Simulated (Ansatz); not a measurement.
## SiC (F-43m): refractive index against wavelength

The refractive index of SiC (F-43m) below the direct gap (4.55 eV on the mesh) is read from one computed spectrum, n = √(Re ε).

It takes space group F-43m (No. 216, cubic). The conventional cell has a = 4.358 Å, b = 4.358 Å, c = 4.358 Å, α = 90.00°, β = 90.00°, γ = 90.00°. Around Si on site a lie 4 C at 1.89 Å. C on site c is surrounded by 4 Si at 1.89 Å.

Method: Ansatz 0.2.0, PBE, independent particles, k-mesh 14×14×14 with interpolation inside its cells, Gaussian parameter 0.2 eV.

Launch of the response step: `ansatz run input.yaml --threads 4 --pin off --max-ram 8192MiB --backend cpu --events-out ev --progress --plain --runs-dir out`. The run took 3 s, on 4 threads of AMD EPYC 7B13 (Zen 3), on a shared host.

| wavelength (nm) | photon energy E (eV) | n |
| --- | --- | --- |
| 1064 | 1.165 | 2.7133 |
| 850 | 1.459 | 2.7313 |
| 700 | 1.771 | 2.7559 |
| 633 | 1.959 | 2.7735 |
| 532 | 2.331 | 2.8158 |
| 450 | 2.755 | 2.8783 |
| 405 | 3.061 | ? |

In the single-oscillator model n² − 1 = E₀E_d/(E₀² − E²), so 1/(n² − 1) = E₀/E_d − E²/(E₀E_d) is linear in E².

Working, on the rows shown:

| x = E² (eV²) | y = 1/(n² − 1) |
| --- | --- |
| 1.35784 | 0.157183 |
| 2.12762 | 0.154799 |
| 3.13716 | 0.15163 |
| 3.83641 | 0.149425 |
| 5.43137 | 0.144327 |
| 7.59115 | 0.137276 |

Means: x̄ = 3.9136, ȳ = 0.14911. Σ(x − x̄)(y − ȳ) = -0.08356, Σ(x − x̄)² = 26.16. Slope = -0.08356 / 26.16 = -0.003194; intercept = ȳ − slope · x̄ = 0.16161. Turned back into n, the line misses the rows shown by at most 0.00077.

Q: Fill in the last column of the withheld row.

A: At x = 9.3718 the line gives y = 0.13167, that is 2.9317. The run gave 2.9354, so the extrapolation is off by 0.0037, 1.7 % of the range in the table.

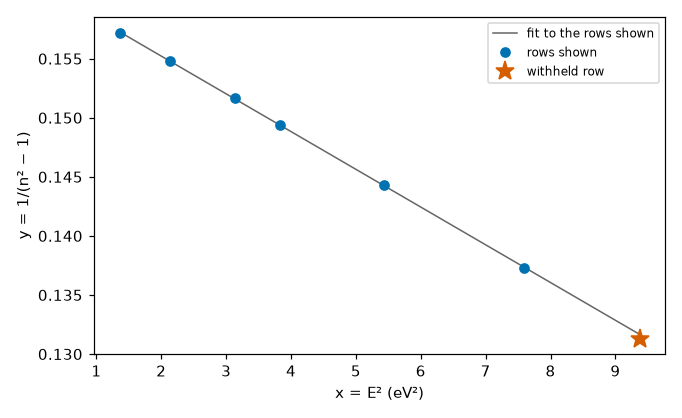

Refitted with all rows, the slope is -0.003229 and the intercept 0.16171. These give E₀ = √(intercept/−slope) = 7.08 eV and E_d = E₀/intercept = 43.8 eV; E₀ is 1.6 times the direct gap. The electronic limit at long wavelengths, without lattice vibrations, is n = √(1 + 1/intercept) = 2.680. Excitons are left out and so are local fields; PBE gaps are as a rule too small.
